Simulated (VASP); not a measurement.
**Geometry relaxation of Co (part 1 of 2)**

System: Co (P6₃/mmc, 2 atoms in the cell).
Method: Kohn-Sham DFT of a periodic cell, PBE, VASP PAW PBE potentials, recommended, spin-polarised (VASP 6.6.1).

The structure derives from a Materials Project entry.

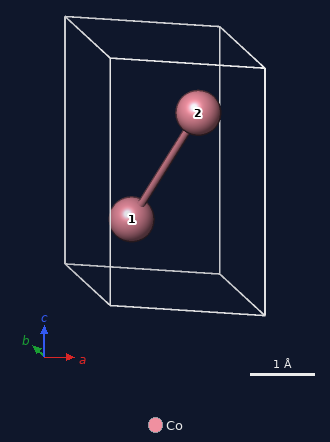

Figure 1. The input geometry (ball-and-stick view of the cell of the calculation, seen slightly off an axis; atoms are numbered from 1 in the order of the input). Near neighbours in the crystal (not all of them lie inside the picture): Co has 12 Co at 2.47 to 2.49 Å.

**Results in brief**

- outcome: converged
- space group (tolerance 0.01 Å): P6₃/mmc (194)
- electrons treated: 18
- free energy: −14.0725 eV
- Fermi energy: 10.287 eV
- gap on the k-point mesh: none (metallic)
- net moment of the cell: 3.20 μB
- pressure: −0.03 GPa
- final volume: 21.64 Å³
- largest force (length of the vector) at the end: under 0.001 eV/Å
- final cell: a = 2.491 Å, b = 2.491 Å, c = 4.025 Å, α = 90.00°, β = 90.00°, γ = 120.00°
- hardware: 2 threads of Intel Xeon @ 2.90GHz (Ice Lake), 64 GiB of memory available, shared host
- wall time: 74 s (CPU time 2.4 min)
- peak memory: 0.26 GiB

**INCAR**
```
PREC = Accurate
ENCUT = 600
EDIFF = 1E-6
ISMEAR = 1
SIGMA = 0.1
LREAL = False
LASPH = True
NELM = 120
ALGO = Fast
ISIF = 3
LWAVE = False
LCHARG = False
ISPIN = 2
MAGMOM = 2 2
LORBIT = 11
LMAXMIX = 4
GGA = PE
IBRION = 2
NSW = 80
EDIFFG = -0.005
KPAR = 2
```

**KPOINTS**
```
Automatic mesh
0
Gamma
  20 20 11
```

**POSCAR**
```
Co                                      
1.0
    2.4906499310     -0.0000000004     -0.0000000000
   -1.2453250162      2.1569661005      0.0000000000
    0.0000000000      0.0000000000      4.0239785339
  Co            
     2
Direct
     0.3333333300000021    0.6666666699999979    0.2500000000000000
     0.6666666699999979    0.3333333300000021    0.7500000000000000
```

Run as:
```bash
cat potpaw_PBE.64/Co/POTCAR > POTCAR
mpirun -np 2 vasp_std > vasp.out
```

**OSZICAR**
```
N       E                     dE             d eps       ncg     rms          rms(c)
DAV:   1     0.869025336664E+02    0.86903E+02   -0.92707E+03 16080   0.178E+03
DAV:   2    -0.136845804028E+02   -0.10059E+03   -0.93338E+02 15896   0.269E+02
DAV:   3    -0.161012373306E+02   -0.24167E+01   -0.23549E+01 18668   0.597E+01
DAV:   4    -0.161363642494E+02   -0.35127E-01   -0.35119E-01 23013   0.552E+00
DAV:   5    -0.161367235750E+02   -0.35933E-03   -0.35932E-03 19448   0.520E-01    0.150E+01
RMM:   6    -0.144644796567E+02    0.16722E+01   -0.12846E+01 15840   0.515E+01    0.730E+00
RMM:   7    -0.141122752296E+02    0.35220E+00   -0.17427E+00 15840   0.214E+01    0.422E+00
RMM:   8    -0.140857025949E+02    0.26573E-01   -0.50570E-02 15908   0.183E+00    0.167E+00
RMM:   9    -0.140730100279E+02    0.12693E-01   -0.12743E-02 16533   0.873E-01    0.389E-01
RMM:  10    -0.140724225668E+02    0.58746E-03   -0.22660E-03 16228   0.558E-01    0.955E-02
RMM:  11    -0.140724661110E+02   -0.43544E-04   -0.82947E-04 18330   0.196E-01    0.578E-02
RMM:  12    -0.140724784639E+02   -0.12353E-04   -0.10322E-04 18255   0.801E-02    0.398E-02
RMM:  13    -0.140724809394E+02   -0.24755E-05   -0.22745E-05 16530   0.612E-02    0.185E-02
RMM:  14    -0.140724799561E+02    0.98326E-06   -0.89190E-06 15727   0.319E-02
   1 F= -.14072480E+02 E0= -.14072476E+02  d E =-.140725E+02  mag=     3.1979
       N       E                     dE             d eps       ncg     rms          rms(c)
DAV:   1    -0.140726232972E+02   -0.14236E-03   -0.16787E-03 20404   0.757E-01    0.959E-02
RMM:   2    -0.140725057294E+02    0.11757E-03   -0.59507E-04 15840   0.343E-01    0.643E-02
RMM:   3    -0.140724822996E+02    0.23430E-04   -0.73916E-05 15837   0.140E-01    0.275E-02
RMM:   4    -0.140724799070E+02    0.23925E-05   -0.22922E-06 10689   0.168E-02    0.960E-03
RMM:   5    -0.140724778162E+02    0.20909E-05   -0.68461E-07  9150   0.811E-03    0.163E-03
RMM:   6    -0.140724779469E+02   -0.13068E-06   -0.20399E-07  8524   0.618E-03
   2 F= -.14072478E+02 E0= -.14072474E+02  d E =0.200927E-05  mag=     3.1987
```

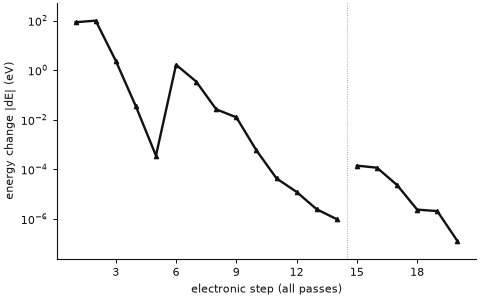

Figure 2. Convergence of the self-consistent field: energy change |dE| against the electronic step. Each stretch between dotted lines is the SCF of one geometry step of a relaxation. The 2 ionic steps take 6 to 14 electronic steps each. The density is held fixed in the first few steps, and dE rises again when its update begins.

**Parts of OUTCAR**
```
PREC = Accurate
   ENCUT = 600
   EDIFF = 1E-6
   ISMEAR = 1
   LREAL = False
   LASPH = True
   NELM = 120
   ISIF = 3
   ISPIN = 2
   LORBIT = 11
   GGA = PE
   IBRION = 2
   NSW = 80
   EDIFFG = -0.005

 ion  position               nearest neighbor table
   1  0.333  0.667  0.250-   2 2.47   2 2.47   2 2.47   2 2.47   2 2.47   2 2.47
   2  0.667  0.333  0.750-   1 2.47   1 2.47   1 2.47   1 2.47   1 2.47   1 2.47

  LATTYP: Found a hexagonal cell.
 ALAT       =     2.4906499310
 C/A-ratio  =     1.6156339290

  Lattice vectors:

 A1 = (   2.4906499310,  -0.0000000004,   0.0000000000)
 A2 = (  -1.2453250162,   2.1569661005,   0.0000000000)
 A3 = (   0.0000000000,   0.0000000000,   4.0239785339)

Analysis of symmetry for initial positions (statically):
=====================================================================
 Subroutine PRICEL returns:
 Original cell was already a primitive cell.

 Routine SETGRP: Setting up the symmetry group for a
 hexagonal supercell.

 Subroutine GETGRP returns: Found 24 space group operations
 (whereof 12 operations were pure point group operations)
 out of a pool of 24 trial point group operations.

The static configuration has the point symmetry D_3d.
 The point group associated with its full space group is D_6h.

Analysis of symmetry for dynamics (positions and initial velocities):
=====================================================================
 Subroutine PRICEL returns:
 Original cell was already a primitive cell.

 Routine SETGRP: Setting up the symmetry group for a
 hexagonal supercell.

 Subroutine GETGRP returns: Found 24 space group operations
 (whereof 12 operations were pure point group operations)
 out of a pool of 24 trial point group operations.

The dynamic configuration has the point symmetry D_3d.
 The point group associated with its full space group is D_6h.

Analysis of structural, dynamic, and magnetic symmetry:
=====================================================================
 Subroutine PRICEL returns:
 Original cell was already a primitive cell.

 Routine SETGRP: Setting up the symmetry group for a
 hexagonal supercell.

 Subroutine GETGRP returns: Found 24 space group operations
 (whereof 12 operations were pure point group operations)
 out of a pool of 24 trial point group operations.

The overall configuration has the point symmetry D_3d.
 The point group associated with its full space group is D_6h.

 Subroutine INISYM returns: Found 24 space group operations
 (whereof 12 operations are pure point group operations),
 and found     1 'primitive' translations

----------------------------------------------------------------------------------------

                                     Primitive cell

  volume of cell :      21.6178

  direct lattice vectors                    reciprocal lattice vectors
     2.490649931 -0.000000000  0.000000000     0.401501627  0.231807083  0.000000000
    -1.245325016  2.156966101  0.000000000     0.000000000  0.463614148  0.000000000
     0.000000000  0.000000000  4.023978534     0.000000000  0.000000000  0.248510272

  length of vectors
     2.490649931  2.490649946  4.023978534     0.463614150  0.463614148  0.248510272

  position of ions in fractional coordinates (direct lattice)
     0.333333330  0.666666670  0.250000000
     0.666666670  0.333333330  0.750000000

  ion indices of the primitive-cell ions
   primitive index   ion index
                 1           1
                 2           2

----------------------------------------------------------------------------------------

 KPOINTS: Automatic mesh

Automatic generation of k-mesh.
 Grid dimensions read from file:
 generate k-points for:   20   20   11

 Generating k-lattice:

  Cartesian coordinates                     Fractional coordinates (reciprocal lattice)
     0.020075081  0.011590354  0.000000000     0.050000000 -0.000000000  0.000000000
     0.000000000  0.023180707  0.000000000     0.000000000  0.050000000  0.000000000
     0.000000000  0.000000000  0.022591843     0.000000000  0.000000000  0.090909091

  Length of vectors
     0.023180708  0.023180707  0.022591843

  Shift w.r.t. Gamma in fractional coordinates (k-lattice)
     0.000000000  0.000000000  0.000000000

 Subroutine IBZKPT returns following result:
 ===========================================

 Found    264 irreducible k-points:

 Following reciprocal coordinates:
            Coordinates               Weight
  0.000000  0.000000  0.000000      1.000000
  0.050000  0.000000  0.000000      6.000000
  0.100000  0.000000  0.000000      6.000000
  0.150000  0.000000  0.000000      6.000000
  0.200000  0.000000  0.000000      6.000000
  0.250000  0.000000  0.000000      6.000000
  0.300000  0.000000  0.000000      6.000000
  0.350000  0.000000  0.000000      6.000000
  0.400000 -0.000000  0.000000      6.000000
  0.450000  0.000000  0.000000      6.000000
  0.500000  0.000000  0.000000      3.000000
  0.050000  0.050000  0.000000      6.000000
  0.100000  0.050000  0.000000     12.000000
  0.150000  0.050000  0.000000     12.000000
  0.200000  0.050000  0.000000     12.000000
  0.250000  0.050000  0.000000     12.000000
  0.300000  0.050000  0.000000     12.000000
  0.350000  0.050000  0.000000     12.000000
  0.400000  0.050000  0.000000     12.000000
  0.450000  0.050000  0.000000     12.000000
  0.100000  0.100000  0.000000      6.000000
  0.150000  0.100000  0.000000     12.000000
  0.200000  0.100000  0.000000     12.000000
  0.250000  0.100000  0.000000     12.000000
 [... further k-points ...]
   k-points           NKPTS =    264   k-points in BZ     NKDIM =    264   number of bands    NBANDS=     15
   number of dos      NEDOS =    301   number of ions     NIONS =      2
   total plane-waves  NPLWV =  12800
   dimension x,y,z NGX =    20 NGY =   20 NGZ =   32
   dimension x,y,z NGXF=    40 NGYF=   40 NGZF=   64
   ions per type =               2
   NGX,Y,Z   is equivalent  to a cutoff of  13.35, 13.35, 13.22 a.u.
   NGXF,Y,Z  is equivalent  to a cutoff of  26.70, 26.70, 26.44 a.u.
 SYSTEM =  unknown system
   PREC   = accura    normal or accurate (medium, high low for compatibility)
   ISTART =      0    job   : 0-new  1-cont  2-samecut
   ICHARG =      2    charge: 1-file 2-atom 10-const
   ISPIN  =      2    spin polarized calculation?
   LNONCOLLINEAR =      F non collinear calculations
   LSORBIT =      F    spin-orbit coupling
   LASPH  =      T    aspherical Exc in radial PAW
   ENCUT  =  600.0 eV  44.10 Ry    6.64 a.u.   4.97  4.97  8.04*2*pi/ulx,y,z
   NELM   =    120;   NELMIN=  2; NELMDL= -5     # of ELM steps
   EDIFF  = 0.1E-05   stopping-criterion for ELM
   LREAL  =      F    real-space projection
   EDIFFG = -.5E-02   stopping-criterion for IOM
   NSW    =     80    number of steps for IOM
   IBRION =      2    ionic relax: 0-MD 1-quasi-New 2-CG
   NFREE  =      1    steps in history (QN), initial steepest desc. (CG)
   ISIF   =      3    stress and relaxation
   ISYM   =      2    0-nonsym 1-usesym 2-fastsym
   POTIM  = 0.5000    time-step for ionic-motion
   TEBEG  =    0.0;   TEEND  =   0.0 temperature during run
   PSTRESS=    0.0 pullay stress
   NELECT =      18.0000    total number of electrons
   NUPDOWN=      -1.0000    fix difference up-down
   EMIN   =  10.00;   EMAX   =-10.00  energy-range for DOS
   EFERMI =   0.00;   METHOD = LEGACY
   ISMEAR =     1;   SIGMA  =   0.10  broadening in eV -4-tet -1-fermi 0-gaus
   EFERMI_NEDOS =   21; number of points for ismear=-14 and -15
   IALGO  =     68    algorithm
   IMIX   =      4    mixing-type and parameters
     AMIX     =   0.40;   BMIX     =  1.00
     AMIX_MAG =   1.60;   BMIX_MAG =  1.00
  volume/ion in A,a.u.               =      10.81        72.94
  Fermi-wavevector in a.u.,A,eV,Ry     =   1.540146  2.910453 32.273678  2.372048
  Thomas-Fermi vector in A             =   2.646274
   LORBIT       =     11    0 simple, 1 ext, 2 COOP (PROOUT), +10 PAW based schemes
   GGA     = PE    functional components
   LHFCALC =     F    Hartree Fock is set to
   AEXX    =    0.0000 exact exchange contribution
   IVDW    =     0    specifies the selected vdW correction
   LEPSILON=     F    determine dielectric tensor
   LRPA    =     F    only Hartree local field effects (RPA)
 conjugate gradient relaxation of ions
 spin polarized calculation
 RMM-DIIS sequential band-by-band and
 Methfessel and Paxton  Order N= 1 SIGMA  =   0.10
  energy-cutoff  :      600.00
  volume of cell :       21.62
 maximum number of plane-waves:       746
 NGX is ok and might be reduce to    20
   NGX =  9   NGY =  9   NGZ = 17

--------------------------------------- Ionic step        1  -------------------------------------------

 number of electron      17.9999994 magnetization       3.1978864

 Free energy of the ion-electron system (eV)
  ---------------------------------------------------
  ext. energy  EPLUGINS =         0.00000000
  ---------------------------------------------------
  free energy    TOTEN  =       -14.07247996 eV

  energy without entropy =      -14.07246932  energy(sigma->0) =      -14.07247641

------------------------ aborting loop because EDIFF is reached ----------------------------------------
```
